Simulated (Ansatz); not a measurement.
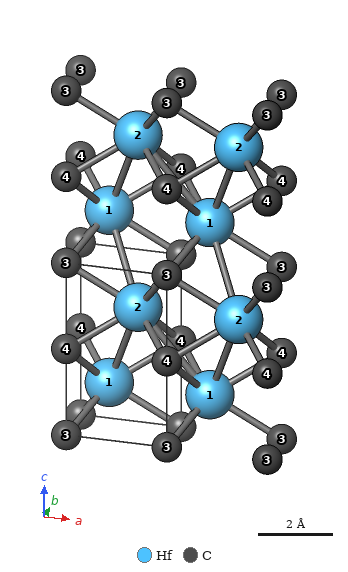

Crystalline HfC (built on the antiNiAs type), before the relaxation. A ball-and-stick model of the cell of the calculation, repeated 2 × 1 × 2 with one cell outlined, seen from a free direction.

Level of theory: DFT PBE, scalar-relativistic, plane waves, PAW (Ansatz 0.2.0).

Input file:
```yaml
crystal:
  lattice:
    - [3.4255396858, 0.0, 0.0]
    - [-1.7127698429, 2.9666043895, 0.0]
    - [0.0, 0.0, 4.7743636847]
  atoms:
    - { symbol: Hf, position: [0.3333333333, 0.6666666667, 0.25] }
    - { symbol: Hf, position: [0.6666666667, 0.3333333333, 0.75] }
    - { symbol: C, position: [0.0, 0.0, 0.0] }
    - { symbol: C, position: [0.0, 0.0, 0.5] }
basis:
  ecutwfc: 420
  ecutrho_ratio: 4
kpoints:
  mp_grid: { grid: [12, 12, 8] }
hamiltonian:
  xc: pbe
scf:
  occupations: { method: gaussian, width: 0.05 }
output:
  forces: true
  stress: true
  eigenvalues: true
relax:
  f_tol: 0.01
  max_steps: 60
  cell: { stress_tol: 0.04 }
```

Command:
```bash
ansatz run input.yaml --threads 2 --pin off --max-ram 2662MiB --backend cpu --events-out ev --progress --plain --runs-dir out
```

Question: Where does the relaxation end?

Answer: The atoms keep their places relative to the cell (all moves are under 0.005 Å). The drawn cell changes as follows: a = b 3.426 → 3.330 Å (−2.8 %), c 4.774 → 5.227 Å (+9.5 %); the volume changes by +3.5 %. Near-neighbour distances that change, for instance: Hf1–Hf2 3.100 → 3.245 Å, Hf1–Hf1 3.426 → 3.330 Å, Hf1–C3 2.310 → 2.325 Å. Among the angles between lasting bonds that change: Hf1–C3–Hf1 95.7° → 91.5°, Hf1–C3–Hf2 84.3° → 88.5°. The space group stays P6_3/mmc (No. 194). The energy falls by 88.3 meV per atom in 5 accepted moves (7 points after the start). All forces vanish by symmetry, so only the cell relaxes. The pressure goes from 7.06 to 0.01 GPa. At 2 points the geometry stayed and the basis and grid were re-selected for the new cell (energy shift of 2.0 meV per atom at most each time).

Final geometry:

```xyz
4
Lattice="3.3299 0.0000 0.0000 -1.6650 2.8838 0.0000 0.0000 0.0000 5.2275" Properties=species:S:1:pos:R:3 pbc="T T T"
Hf    0.0000    1.9225    1.3069
Hf    1.6650    0.9613    3.9206
C     0.0000    0.0000    0.0000
C     0.0000    0.0000    2.6137
```

The end point in the same view:

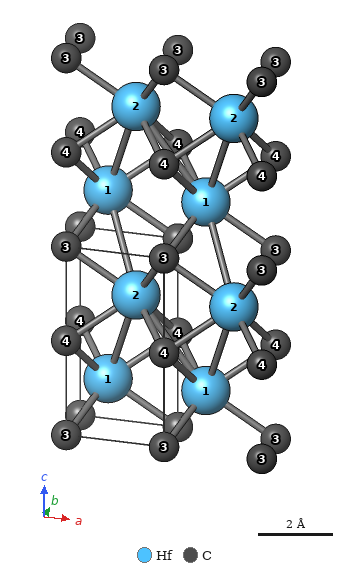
